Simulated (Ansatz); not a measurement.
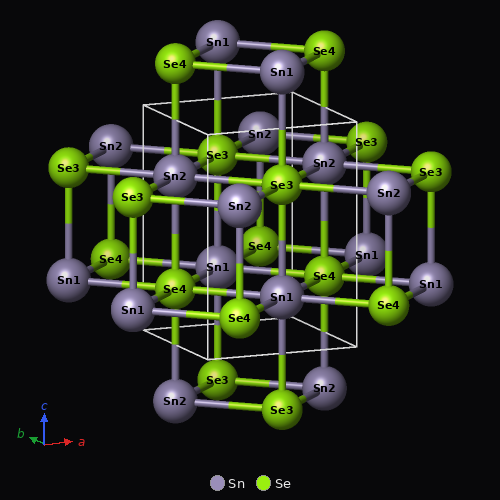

The system is SnSe (Fm-3m, No. 225; 4 atoms in the cell); the picture shows the reference structure. 
- The energy is mapped over the lattice constants a and c of the conventional cell.
- Coordinates scanned: (1) lattice constant a (and b); (2) lattice constant c.
- Nothing is relaxed (fractional coordinates fixed).
- The grid has 7 × 7 points.
- All energies are given in meV/atom relative to the lowest grid point.
- The band gap closes in part of the range. The D3 coefficients switch with the coordination numbers inside this range, which puts artificial structure into the map.
- Theory: DFT PBE+D3(BJ), scalar-relativistic, plane waves, PAW (Ansatz 0.2.0). Settings: cutoff 420 eV, k-mesh 8×8×6 in the order of the run's cell vectors, gaussian smearing 0.03 eV, no spin polarisation.

Its coordinates:

```xyz
4
Lattice="4.2220 0.0000 0.0000 0.0000 4.2220 0.0000 0.0000 0.0000 5.9711" Properties=species:S:1:pos:R:3 pbc="T T T"
Sn    2.1110    0.0000    1.4933
Sn    0.0000    2.1110    4.4778
Se    2.1110    0.0000    4.4779
Se    0.0000    2.1110    1.4932
```

The input of one point:

```yaml
crystal:
  lattice:
    - [4.222010806, 0.0, 0.0]
    - [0.0, 4.222010806, 0.0]
    - [0.0, 0.0, 5.9710971824]
  atoms:
    - { symbol: Sn, position: [0.5, 0.0, 0.2500887432] }
    - { symbol: Sn, position: [0.0, 0.5, 0.7499112568] }
    - { symbol: Se, position: [0.5, 0.0, 0.7499352227] }
    - { symbol: Se, position: [0.0, 0.5, 0.2500647773] }
basis:
  ecutwfc: 420
kpoints:
  mp_grid: { grid: [8, 8, 6] }
hamiltonian:
  xc: pbe
  dispersion: d3bj
scf:
  occupations: { method: gaussian, width: 0.03 }
output:
  forces: true
  stress: true
  eigenvalues: true
  write_density: true
  write_potential: true
  elf: true
  volumetric_format: npy
```

Range: lattice constant a (and b) from 4.011 to 4.433 Å; lattice constant c from 5.111 to 6.831 Å.

Predict the map.

Answer. The lowest grid point is at lattice constant a (and b) = 4.222 Å, lattice constant c = 5.971 Å. The highest grid point, lattice constant a (and b) = 4.011 Å, lattice constant c = 5.111 Å, lies 542 meV/atom above the lowest.

```
lattice constant c ↓, lattice constant a (and b) →  4.011  4.081  4.152  4.222  4.292  4.363  4.433
                                             6.831    182    150    135    129    126    146    179
                                             6.544    132     94     76     72     77     83    109
                                             6.258     91     50     28     22     30     47     61
                                             5.971     79     33      8      0      6     24     50
                                             5.684    119     72     45     35     39     54     79
                                             5.398    255    206    178    166    167    178    199
                                             5.111    542    488    451    429    419    419    427
```

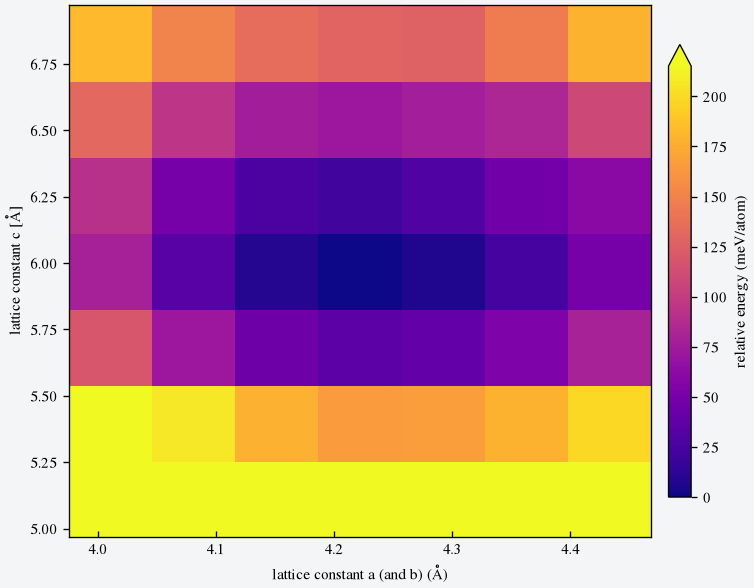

In the figure: one coloured cell a grid point, one colour for all values above the top of the scale.

Time for the 49 points that were run: 11 min on 1 thread of Arm Neoverse V1, on a shared host.
